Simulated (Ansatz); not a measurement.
# How many bands does the GW gap of ZnSe (Stilleite) need?, part 2 of 2

Wanted: a G0W0 gap for ZnSe (Stilleite) that is converged in bands and cutoff, or an estimate of the limit.

Ansatz 0.2.0; G0W0 on PBE, plane waves, PAW. Known limits of the many-body steps: not at the basis limit; no spin-orbit coupling.

So far. Step 2 (189 empty bands, screening to 150 eV): The gap on the mesh goes from 1.29 eV to 2.36 eV, a correction of +1.07 eV. Between the two edge states, bare exchange in place of the xc potential would open the gap by 6.76 eV, and correlation takes back 5.68 eV. Step 3 (408 empty bands, screening to 250 eV): Against the run with 8×8×8 mesh, 189 empty bands, screening to 150 eV, hard PAW files, the gap moves by −0.019 eV.

## 4. 765 empty bands, screening to 380 eV

input.yaml

```yaml
crystal:
  lattice:
    - [0.0, 2.8338, 2.8338]
    - [2.8338, 0.0, 2.8338]
    - [2.8338, 2.8338, 0.0]
  atoms:
    - { symbol: Zn, position: [0.0, 0.0, 0.0] }
    - { symbol: Se, position: [0.25, 0.25, 0.25] }
kpoints:
  mp_grid: { grid: [8, 8, 8] }
hamiltonian:
  xc: pbe
  pseudopotentials: { kind: paw, source: ansatz }
scf:
  occupations: { method: fixed }
gw:
  n_empty_bands: 765
  ecut_chi: 380
  qp_bands: [v2, c2]
  qp_kpoints: band_edges
  screening: { model: contour_deformation }
```

On the command line:

```
$ ansatz run input.yaml --threads 3 --pin off --max-ram 92160MiB --backend cuda --events-out ev --progress --plain --runs-dir out --devices 1 --max-vram 13GiB
```

Numbers of over 12 decimals in the logs are rounded to 6 here.

The log of the run:

```text
GPUs: using 1 of 1 available (devices: 1).
[...]
GPU FFT provider: cuFFT
GPU libraries: cuBLAS 13.8.2, cuFFT 12.4.0, cuSOLVER 12.3.4
Crystal: 2 atoms, lattice volume = 45.513 Å³
Basis set: ecut = 660 eV, 1807 PW (Γ)
Bands: 22, of which v1, the nominal top of the filled ones, is band 18 counted from 1 (17 counted from 0)
Symmetry: 24 space group operations
[...]
k-points: 29 of 512 (time reversal used)
[...]
1    20     13.8975    -7.3839    -4.4617   -11.9728  0.7783    14.0249    14.0246  root
[...]
28    17      5.3869   -20.4351     3.0231   -16.3074  0.7376     4.2276     4.2823  root
    28    18      5.4867   -16.7701     2.3075   -13.4175  0.7436     4.3972     4.4416  root
    28    19     13.6284    -8.0722    -4.0931   -12.1185  0.7790    13.5817    13.5817  root
    28    20     13.7012   -10.0850    -5.0125   -15.3698  0.7555    13.9756    13.9736  root
[key lines of the parts left out:]
SCF converged after 8 iterations
Free energy (F): -12953.680224 eV
Fermi energy:    8.145973 eV
```

Run time: 6.9 min. Hardware: 1 × NVIDIA H100 80GB HBM3 (shared by 6 runs) with 3 threads of AMD EPYC 7R13 (Zen 3), shared host; peak memory 5.7 GiB; 13 min of CPU time.

Numbers from this step:

```yaml
bands_summed: 783
rpa_eps_infinity_on_this_mesh_eigenvalues: 7.374, 7.374, 7.374
plane_waves_in_the_screening_matrix: 749
g0w0_gap_on_the_mesh: 2.356 eV
k_of_the_valence_top: 0, 0, 0
k_of_the_conduction_bottom: 0, 0, 0
starting_gap_on_the_mesh: 1.290 eV
least_direct_g0w0_gap_on_the_computed_points: 2.356 eV
```

Against the run with 8×8×8 mesh, 408 empty bands, screening to 250 eV, hard PAW files, the gap moves by +0.011 eV.

## 5. Changing the k mesh: 10×10×10 mesh, 189 empty bands, screening to 150 eV, hard PAW files

Only the mesh changes. It samples the long-range screening, which converges on its own terms. Bands and cutoff differ from the step before, so it is read against an earlier run that matches them.

input.yaml: that of step 4 with these lines changed.

```diff
@@ -9,3 +9,3 @@
 kpoints:
-  mp_grid: { grid: [8, 8, 8] }
+  mp_grid: { grid: [10, 10, 10] }
 hamiltonian:
@@ -16,4 +16,4 @@
 gw:
-  n_empty_bands: 765
-  ecut_chi: 380
+  n_empty_bands: 189
+  ecut_chi: 150
   qp_bands: [v2, c2]
```

The log of the run:

```text
GPUs: using 1 of 1 available (devices: 1).
[...]
GPU FFT provider: cuFFT
GPU libraries: cuBLAS 13.8.2, cuFFT 12.4.0, cuSOLVER 12.3.4
Crystal: 2 atoms, lattice volume = 45.513 Å³
Basis set: ecut = 660 eV, 1807 PW (Γ)
Bands: 22, of which v1, the nominal top of the filled ones, is band 18 counted from 1 (17 counted from 0)
Symmetry: 24 space group operations
[...]
k-points: 47 of 1000 (time reversal used)
[...]
1    20     13.8828    -7.2316    -4.3665   -11.8297  0.7809    14.1154    14.1144  root
[...]
46    17      5.4386   -20.1579     3.0503   -16.1182  0.7404     4.4170     4.4493  root
    46    18      5.5275   -16.9112     2.4226   -13.5563  0.7456     4.5680     4.5952  root
    46    19     13.1301    -7.7597    -3.9574   -11.7823  0.7858    13.1954    13.1953  root
    46    20     13.3679    -9.6761    -4.5880   -14.6553  0.7666    13.7627    13.7592  root
[key lines of the parts left out:]
SCF converged after 8 iterations
Free energy (F): -12953.680869 eV
Fermi energy:    8.145411 eV
```

Run time: 2.7 min. Hardware: 1 × NVIDIA H100 80GB HBM3 (shared by 6 runs) with 3 threads; peak memory 1.9 GiB.

Numbers from this step:

```
bands summed                                 : 207
RPA ε∞ on this mesh (eigenvalues)            : 7.039, 7.039, 7.039
plane waves in the screening matrix          : 181
G0W0 gap on the mesh                         : 2.369 eV
k of the valence top                         : 0, 0, 0
k of the conduction bottom                   : 0, 0, 0
starting gap on the mesh                     : 1.290 eV
least direct G0W0 gap on the computed points : 2.369 eV
```

Against the run with 8×8×8 mesh, 189 empty bands, screening to 150 eV, hard PAW files, the gap moves by +0.005 eV.

## 6. The runs together

Times are wall times on 1 × NVIDIA H100 80GB HBM3 (shared by 6 runs) with 3 threads of AMD EPYC 7R13 (Zen 3), shared host, good to a factor of about two.

```
    mesh     files            frequency  bands summed  cutoff (eV)  start (eV)  G0W0 (eV)     time  host memory (GiB)
   8×8×8  hard PAW  contour deformation           207          150       1.290      2.364     45 s                1.5
   8×8×8  hard PAW  contour deformation           426          250       1.290      2.345  2.2 min                2.7
   8×8×8  hard PAW  contour deformation           783          380       1.290      2.356  6.9 min                5.7
10×10×10  hard PAW  contour deformation           207          150       1.290      2.369  2.7 min                1.9
```

The parts of the quasiparticle energy at the two band edges (eV; QP = start + Σx + Σc − Vxc):

```
      run               edge  start      Σx     Σc     Vxc     Z    QP
207 bands        valence top   8.15  -21.75   2.03  -18.89  0.77  7.31
207 bands  conduction bottom   9.44   -9.90  -3.65  -13.80  0.80  9.68
426 bands        valence top   8.15  -21.75   1.90  -18.89  0.77  7.18
426 bands  conduction bottom   9.44   -9.90  -3.80  -13.80  0.80  9.53
783 bands        valence top   8.15  -21.75   1.84  -18.89  0.77  7.12
783 bands  conduction bottom   9.44   -9.90  -3.85  -13.80  0.80  9.48
```

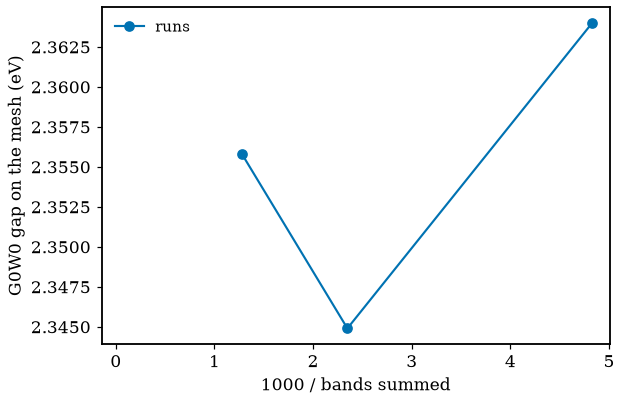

The gap against one over the number of bands.

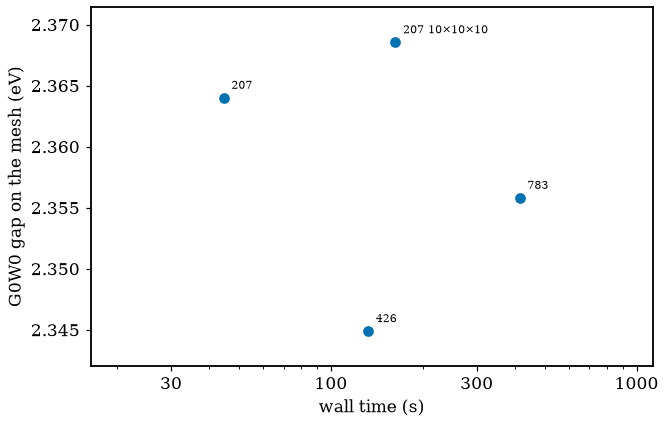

Result against wall time.

## 7. Outcome

- 207 bands, 150 eV: 2.364 eV
- 426 bands, 250 eV: 2.345 eV
- 783 bands, 380 eV: 2.356 eV
- mesh and start: 8×8×8, PBE

In words: From 207 to 783 bands the gap moves by −0.01 eV while the time grows 9.3-fold. Σc changes by −0.19 eV at the valence top and −0.20 eV at the conduction bottom, so the levels themselves move more than the gap between them. The gap turns back along the series, so no limit is drawn from it. On the 10×10×10 mesh in place of 8×8×8 the gap differs by +0.005 eV, of which +0.0002 eV is already in the start. Gaps are over the mesh's points; an edge off the mesh would be missed. The many-body steps are scalar-relativistic: spin-orbit coupling is not in them.

[Paths, hosts, dates, memory and timing lines, banners, echoed tables and standing remarks are left out of the program output.]

[Logs are printed without paths, hosts, clocks, repeated set-up lines and the standing remarks that a program may print on its own settings, such as how far it seeks lower states.]

[Runs of the session that timed out or met a known fault of the program may be left out.]

[Cells called generated may have been cut or substituted from an entry of the Crystallography Open Database or the Materials Project.]

[Hosts, paths, dates, database ids (printed as entryN), source tags and the programs' standing remarks are cut or masked in the printed files.]
